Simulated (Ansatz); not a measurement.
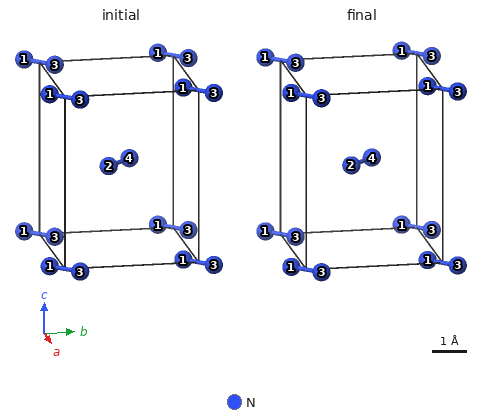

The structure of a crystal of N (built on the database_136 type) (coarse preliminary run) before (left) and after (right) a relaxation, at one scale.

A ball-and-stick model of the cell of the calculation, seen slightly off an axis.

Case: structure listed in a database for this formula (P4_2/mnm, No. 136).

These are results of DFT r2SCAN, scalar-relativistic, plane waves, PAW (Ansatz 0.2.0), not measurements.

Input file:
```yaml
crystal:
  lattice:
    - [4.08406197, 0.0, 0.0]
    - [0.0, 4.08406197, 0.0]
    - [0.0, 0.0, 5.34591325]
  atoms:
    - { symbol: "N", position: [0.9042752, 0.9042752, 0.0] }
    - { symbol: "N", position: [0.5957248, 0.4042752, 0.5] }
    - { symbol: "N", position: [0.0957248, 0.0957248, 0.0] }
    - { symbol: "N", position: [0.4042752, 0.5957248, 0.5] }
basis:
  ecutwfc: 500
kpoints:
  mp_grid: { grid: [4, 4, 4] }
hamiltonian:
  xc: r2scan
scf:
  occupations: { method: gaussian, width: 0.1 }
  lower_state_search: "off"
output:
  forces: true
  stress: true
  eigenvalues: true
relax:
  adjacent_minimum: "off"
  f_tol: 0.04
  max_steps: 70
  cell: { stress_tol: 0.4 }
```

Question: What changed between the two?

Answer: The largest moves relative to the cell, 0.017 Å, are those of N1, N2, N3 and N4. N3 goes along [−1 −1 0]. The drawn cell changes as follows: a = b 4.084 → 4.163 Å (+1.9 %), c 5.346 → 5.407 Å (+1.1 %); the volume changes by +5.1 %. Near-neighbour distances that change, for instance: N1–N3 1.106 → 1.093 Å. The space group stays P4_2/mnm (No. 136). Over 4 accepted moves (5 points after the start) the energy falls by 6.3 meV per atom. The largest force component goes from 1.3 to 0.037 eV/Å. Pressure: −2.30 GPa at the start and −0.04 GPa at the end. At 1 point the geometry stayed and the basis and grid were re-selected for the new cell (energy shift of 0.4 meV per atom at most each time). The run took roughly 8 core-seconds on a shared host.
